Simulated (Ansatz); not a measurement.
**From Tl to Hg**

System: Tl (I4₁/amd, 2 atoms in the cell).
Method of run A: DFT PBE, scalar-relativistic, plane waves, PAW, no spin polarisation (Ansatz 0.2.0).
System of run B: Hg (I4₁/amd, 2 atoms in the cell).

On run A: The structure was made by swapping elements on the sites of another compound; it need not be a known phase. On run B: The structure derives from a Materials Project entry. Text and figures count atoms from 1; the logs count them from 0 in places.

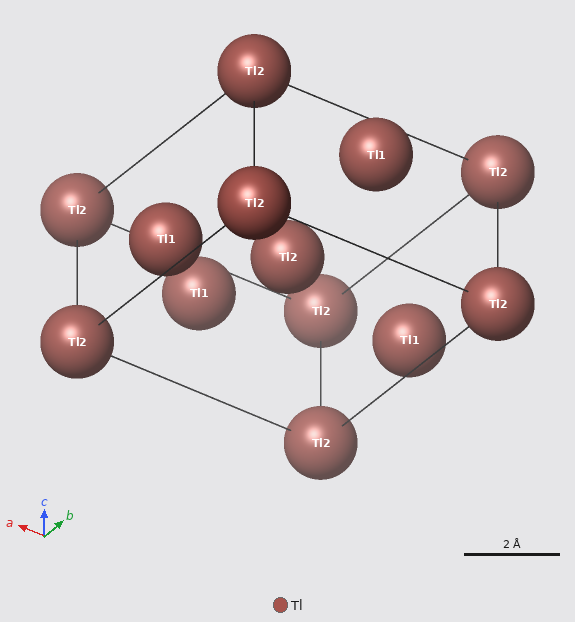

Figure 1. The starting structure (spheres-only view of the cell 2 times as large as that of the calculation, set on its symmetry axes, seen at an oblique angle; atoms are numbered from 1 in the order of the input).

**Input, run A**
```yaml
crystal:
  lattice:
    - [-3.2029469566, 3.2029469566, 1.7077939862]
    - [3.2029469566, -3.2029469566, 1.7077939862]
    - [3.2029469566, 3.2029469566, -1.7077939862]
  atoms:
    - { symbol: Tl, position: [0.75, 0.25, 0.5] }
    - { symbol: Tl, position: [0.0, 0.0, 0.0] }
basis:
  ecutwfc: 420
kpoints:
  mp_grid: { grid: [14, 14, 14] }
hamiltonian:
  xc: pbe
scf:
  occupations: { method: gaussian, width: 0.1 }
output:
  forces: true
  stress: true
  eigenvalues: true
relax:
  adjacent_minimum: "off"
  f_tol: 0.01
  max_steps: 60
  cell: { stress_tol: 0.1 }
```

Launched with:
```bash
ansatz run input.yaml --threads 1 --pin off --max-ram 2560MiB --backend cpu --events-out ev --progress --plain --runs-dir out
```

Hardware: 1 thread of Intel Xeon (Granite Rapids), 128 GiB of memory available, shared host.

**Output, shortened to warnings, some set-up lines, iterations and results (run A)**
```
Basis set: ecut = 420 eV, 1373 PW (Γ), exchange–correlation on 72×72×72 points (8 copies of the dense FFT grid, shifted against one another)
Symmetry: 16 space group operations
k-points: 244 of 2744
Initial density: superposition of atomic densities (neutral atoms: chi_scale 0, normalization atom), corrected by the library's trained network
[...]
SCF iter   1: F=—  HF=-22888.112239 eV  |F-HF|=—  |Δ(HF+E_count)|=         —  Δρ=7.90e-4  dr2=4.31e-4  ethr=1.77e-3  ⟨swp⟩=5.9  Hψ=19880  notcnv=0
SCF iter   2: F=—  HF=-22888.110336 eV  |F-HF|=—  |Δ(HF+E_count)|=   1.90e-3  Δρ=4.14e-4  dr2=1.29e-4  ethr=1.66e-6  ⟨swp⟩=2.1  Hψ=8755  notcnv=0
SCF iter   3: F=—  HF=-22888.110355 eV  |F-HF|=—  |Δ(HF+E_count)|=   1.92e-5  Δρ=9.42e-5  dr2=7.74e-6  ethr=4.98e-7  ⟨swp⟩=2.0  Hψ=7248  notcnv=0
SCF iter   4: F=—  HF=-22888.110355 eV  |F-HF|=—  |Δ(HF+E_count)|=   8.60e-7  Δρ=2.30e-5  dr2=5.79e-7  ethr=2.98e-8  ⟨swp⟩=2.0  Hψ=4880  notcnv=0
SCF iter   5: F=-22888.110355 eV  HF=-22888.110355 eV  |F-HF|=1.48e-8  |Δ(HF+E_count)|=   5.05e-8  Δρ=6.68e-6  dr2=3.21e-8  ethr=2.23e-9  ⟨swp⟩=3.0  Hψ=7370  notcnv=0
[... 23 lines ...]
SCF iter   3: F=—  HF=-22888.121719 eV  |F-HF|=—  |Δ(HF+E_count)|=   3.13e-7  Δρ=6.81e-6  dr2=8.32e-9  ethr=7.18e-10  ⟨swp⟩=2.0  Hψ=7334  notcnv=0
SCF iter   4: F=—  HF=-22888.121719 eV  |F-HF|=—  |Δ(HF+E_count)|=   8.91e-9  Δρ=4.69e-7  dr2=2.20e-10  ethr=3.20e-11  ⟨swp⟩=3.0  Hψ=7360  notcnv=0
SCF iter   5: F=-22888.121719 eV  HF=-22888.121719 eV  |F-HF|=1.46e-11  |Δ(HF+E_count)|=  1.38e-10  Δρ=1.96e-7  dr2=3.91e-11  ethr=1.00e-12  ⟨swp⟩=4.0  Hψ=14300  notcnv=0
SCF 5 converged in 5 iterations: F = -22888.121719 eV  dr2 = 3.91e-11
relax step   5: F+E_penalty+E_count = -22888.12171908 eV  Δ(F+E_penalty+E_count) = +8.054e-4 eV  max|allowed force component| = 1.735e-18 eV/Å  Δτ_max = 0.0000 Å  P = +0.006 …
basis re-selected at this cell: Δ(F+E_penalty+E_count) = +8.054e-4 eV, ΔP = -0.002 GPa vs the last step (what re-selecting the basis moved, of the pressure what is left beyond the Pulay correction that the steps carried, after the strain that the cell walked since its last selection, with what the …
SCF converged after 5 iterations
Free energy (F): -22888.121719 eV
Harris-Foulkes:  -22888.121719 eV  (|F-HF|=1.46e-11)
Internal energy: -22888.114019 eV  (E = F + TS)
E sigma→0 (E₀):  -22888.117869 eV
Entropy (-TS):   -0.007700 eV (-3.850 meV/atom)
Fermi energy:    8.547276 eV
--- Per-component energies (eV) ---
  E_band       = -35.691472
  E_kinetic    = 666.074537
  E_local      = -1969.476220  (includes V_loc(G=0)·N_el)
  E_nonlocal   = 634.207608
  E_hartree    = 731.048193
  E_xc         = -460.678241
  E_vxc        = -283.205164  (∫ρ·V_xc dr)
  E_paw        = -20328.237073  (= ΣΔE_a)
  E_vpaw       = -545.388542  (= ΣTr[D̂ρ^β])
  E_aug_tail   = 0.000066  (compensation charges beyond the density's cutoff)
  E_ewald      = -2161.052889
  E_smearing   = -0.007700  (= −TS)
  E_closure    = -0.000000  (closes the sum)
  Σ components = -22888.121719   (vs F -22888.121719, Δ=0.00e0)
--- Forces (eV/Å), atoms counted from 1 ---
  atom   1  Tl    -0.00000000     0.00000000     0.00000000
  atom   2  Tl     0.00000000    -0.00000000     0.00000000
  max |Σ_I F_I| component: 3.47e-18 eV/Å
--- Stress (GPa, compression-positive) ---
        0.040509       0.000000       0.000000
        0.000000       0.040509       0.000000
       -0.000000      -0.000000      -0.063808
  P = ⅓ Tr σ = 0.0057 GPa (0.057 kbar)
--- Relaxed structure (4 steps of the walk, 4 accepted, 1 SCFs on fresh bases) ---
  F+E_penalty+E_count = -22888.12171908 eV   max|allowed force component| = 1.735e-18 eV/Å   (the final SCF, on the basis selected at the relaxed cell)
  cell:  # Å, volume = 66.6601 Å³
    - [-3.1557078773275524, 3.1557078773275524, 1.6734487450855462]
    - [3.1557078773275524, -3.1557078773275524, 1.6734487450855462]
    - [3.1557078773275524, 3.1557078773275524, -1.6734487450855462]
  atoms:
[...]
```

The input of run B differs as follows (lines with − go, lines with + come):
```diff
-    - [-3.2029469566, 3.2029469566, 1.7077939862]
-    - [3.2029469566, -3.2029469566, 1.7077939862]
-    - [3.2029469566, 3.2029469566, -1.7077939862]
+    - [-2.92975414, 2.92975414, 1.57255255]
+    - [2.92975414, -2.92975414, 1.57255255]
+    - [2.92975414, 2.92975414, -1.57255255]
-    - { symbol: Tl, position: [0.75, 0.25, 0.5] }
-    - { symbol: Tl, position: [0.0, 0.0, 0.0] }
+    - { symbol: Hg, position: [0.75, 0.25, 0.5] }
+    - { symbol: Hg, position: [0.0, 0.0, 0.0] }
-  mp_grid: { grid: [14, 14, 14] }
+  mp_grid: { grid: [16, 16, 16] }
+  write_density: true
+  write_potential: true
+  elf: true
+  volumetric_format: npy
-  f_tol: 0.01
-  max_steps: 60
-  cell: { stress_tol: 0.1 }
+  f_tol: 0.005
+  max_steps: 80
+  cell: { stress_tol: 0.05 }
```

How does run B compare with run A?

The total energies belong to different systems, so their difference says nothing on which is more stable or more accurate. The volume per atom goes from 33.33 to 28.95 Å³. The SCF takes 27 iterations over all geometry steps against 23. The irreducible k-points go from 244 to 349. On the same kind of shared host run B took about 1.6 times as long.

**Output, shortened to warnings, some set-up lines, iterations and results (run B)**
```
Basis set: ecut = 420 eV, 1061 PW (Γ), exchange–correlation on 60×60×60 points (8 copies of the dense FFT grid, shifted against one another)
Symmetry: 16 space group operations
k-points: 349 of 4096
Initial density: superposition of atomic densities (neutral atoms: chi_scale 0, normalization atom), corrected by the library's trained network
[...]
SCF iter   1: F=—  HF=-27626.878579 eV  |F-HF|=—  |Δ(HF+E_count)|=         —  Δρ=7.17e-4  dr2=2.17e-4  ethr=1.77e-3  ⟨swp⟩=5.8  Hψ=32587  notcnv=0
SCF iter   2: F=—  HF=-27626.879905 eV  |F-HF|=—  |Δ(HF+E_count)|=   1.33e-3  Δρ=4.88e-4  dr2=1.19e-4  ethr=5.44e-7  ⟨swp⟩=2.5  Hψ=18868  notcnv=0
SCF iter   3: F=—  HF=-27626.880014 eV  |F-HF|=—  |Δ(HF+E_count)|=   1.09e-4  Δρ=1.20e-4  dr2=7.70e-6  ethr=2.98e-7  ⟨swp⟩=2.0  Hψ=12513  notcnv=0
SCF iter   4: F=—  HF=-27626.880022 eV  |F-HF|=—  |Δ(HF+E_count)|=   7.90e-6  Δρ=4.65e-5  dr2=1.25e-6  ethr=1.92e-8  ⟨swp⟩=2.2  Hψ=12600  notcnv=0
SCF iter   5: F=—  HF=-27626.880023 eV  |F-HF|=—  |Δ(HF+E_count)|=   1.00e-6  Δρ=1.63e-5  dr2=1.44e-7  ethr=3.13e-9  ⟨swp⟩=2.1  Hψ=12165  notcnv=0
[... 27 lines ...]
SCF iter   3: F=—  HF=-27626.896368 eV  |F-HF|=—  |Δ(HF+E_count)|=   3.77e-4  Δρ=9.03e-6  dr2=5.79e-9  ethr=2.86e-9  ⟨swp⟩=2.1  Hψ=12605  notcnv=0
SCF iter   4: F=—  HF=-27626.896369 eV  |F-HF|=—  |Δ(HF+E_count)|=   3.77e-7  Δρ=1.06e-6  dr2=1.30e-10  ethr=1.45e-11  ⟨swp⟩=2.0  Hψ=12591  notcnv=0
SCF iter   5: F=-27626.896369 eV  HF=-27626.896369 eV  |F-HF|=8.44e-10  |Δ(HF+E_count)|=   4.30e-9  Δρ=3.82e-7  dr2=1.26e-11  ethr=1.00e-12  ⟨swp⟩=5.3  Hψ=35247  notcnv=0
SCF 5 converged in 5 iterations: F = -27626.896369 eV  dr2 = 1.26e-11
relax step   5: F+E_penalty+E_count = -27626.89636871 eV  Δ(F+E_penalty+E_count) = -9.097e-4 eV  max|allowed force component| = 5.258e-18 eV/Å  Δτ_max = 0.0000 Å  P = -0.007 …
basis re-selected at this cell: Δ(F+E_penalty+E_count) = -9.097e-4 eV, ΔP = -0.016 GPa vs the last step (what re-selecting the basis moved, of the pressure what is left beyond the Pulay correction that the steps carried, after the strain that the cell walked since its last selection, with what the …
SCF converged after 5 iterations
Free energy (F): -27626.896369 eV
Harris-Foulkes:  -27626.896369 eV  (|F-HF|=8.44e-10)
Internal energy: -27626.894196 eV  (E = F + TS)
E sigma→0 (E₀):  -27626.895282 eV
Entropy (-TS):   -0.002173 eV (-1.087 meV/atom)
Fermi energy:    11.345198 eV
--- Per-component energies (eV) ---
  E_band       = -906.376165
  E_kinetic    = 1208.596478
  E_local      = -5727.460701  (includes V_loc(G=0)·N_el)
  E_nonlocal   = 144.927391
  E_hartree    = 2439.325459
  E_xc         = -440.718124
  E_vxc        = -524.214368  (∫ρ·V_xc dr)
  E_paw        = -19890.412456  (= ΣΔE_a)
  E_vpaw       = -886.877850  (= ΣTr[D̂ρ^β])
  E_aug_tail   = 0.001854  (compensation charges beyond the density's cutoff)
  E_ewald      = -5361.154096
  E_smearing   = -0.002173  (= −TS)
  E_closure    = 0.000000  (closes the sum)
  Σ components = -27626.896369   (vs F -27626.896369, Δ=0.00e0)
--- Forces (eV/Å), atoms counted from 1 ---
  atom   1  Hg     0.00000000    -0.00000000     0.00000000
  atom   2  Hg     0.00000000     0.00000000    -0.00000000
  max |Σ_I F_I| component: 2.28e-18 eV/Å
--- Stress (GPa, compression-positive) ---
       -0.006098       0.000000      -0.000000
        0.000000      -0.006098       0.000000
       -0.000000       0.000000      -0.010086
  P = ⅓ Tr σ = -0.0074 GPa (-0.074 kbar)
--- Relaxed structure (4 steps of the walk, 4 accepted, 1 SCFs on fresh bases) ---
  F+E_penalty+E_count = -27626.89636871 eV   max|allowed force component| = 5.258e-18 eV/Å   (the final SCF, on the basis selected at the relaxed cell)
  cell:  # Å, volume = 57.8998 Å³
    - [-3.005455702563744, 3.0054557025637436, 1.6024927181258126]
    - [3.005455702563744, -3.0054557025637436, 1.6024927181258126]
    - [3.005455702563744, 3.0054557025637436, -1.6024927181258126]
  atoms:
[...]
```

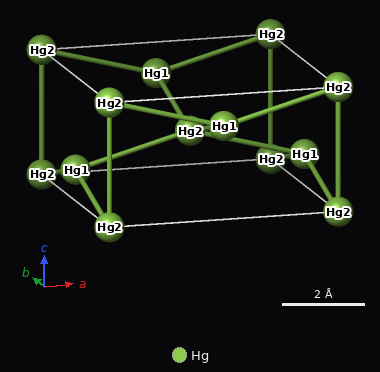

Figure 2. The input structure of run B (ball-and-stick view of the cell 2 times as large as that of the calculation, set on its symmetry axes, seen slightly off an axis; atoms are numbered from 1 in the order of the input).

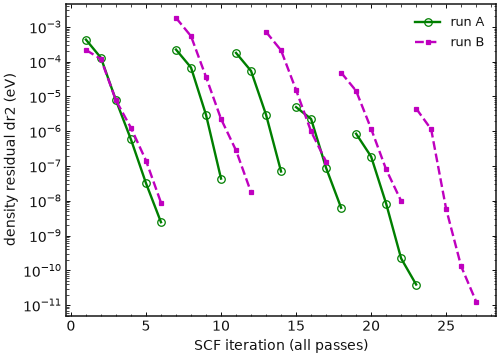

Figure 3. Convergence of the two runs: density residual dr2 against the SCF iteration. A break in a curve parts two SCF passes. Run A takes 23 iterations in all, and run B takes 27.

**The two runs side by side**

| quantity | run A | run B |
| --- | --- | --- |
| outcome | converged | converged |
| free energy per atom (eV) | −11444.0609 | −13813.4482 |
| energy per atom, smearing taken to zero (eV) | −11444.0589 | −13813.4476 |
| gap on the mesh (eV) | 0.00 | 0.00 |
| pressure (GPa) | 0.01 | −0.01 |
| volume per atom (Å³) | 33.33 | 28.95 |
| largest force (eV/Å) | 0.000 | 0.000 |
| SCF iterations | 23 | 27 |
| irreducible k-points | 244 | 349 |
| wall time (shared host) | 33 s | 51 s |

For run A: Spin–orbit coupling is left out, which matters for Tl. For run B: Spin–orbit coupling is left out, which matters for Hg.
